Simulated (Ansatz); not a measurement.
Given this structure:

```
Sn
1.0
     3.78930    0.00000    0.00000
     0.00000    3.78930    0.00000
     0.00000    0.00000    3.78930
Sn
2
Direct
  0.00000 0.00000 0.00000
  0.50000 0.50000 0.50000
```

Q: What does this file describe?

A: The element is tin. It is body-centred cubic, space group Im-3m (No. 229). It belongs to the family called body-centred cubic (W type). The cell holds two atoms. Sn sits among eight Sn in a cubic arrangement at 3.28 Å. The bonds build a three-dimensional framework.

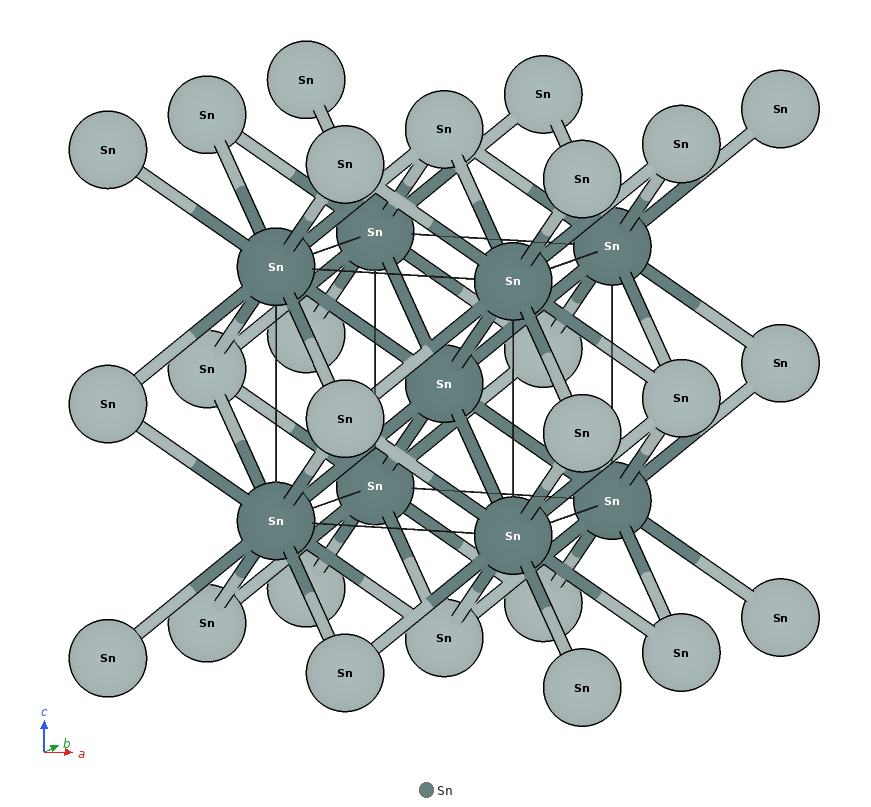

Ball-and-stick representation of a periodic structure, projected slightly off an axis. The edges of the conventional unit cell are marked. Atoms of adjacent cells appear where they bond to atoms in the box, in fainter colours. Colours: tin teal.

Origin of the cell: a structure listed in the Materials Project. Earlier steps of the study may have refined or changed the cell and positions. It was set up as input for a calculation with Ansatz.
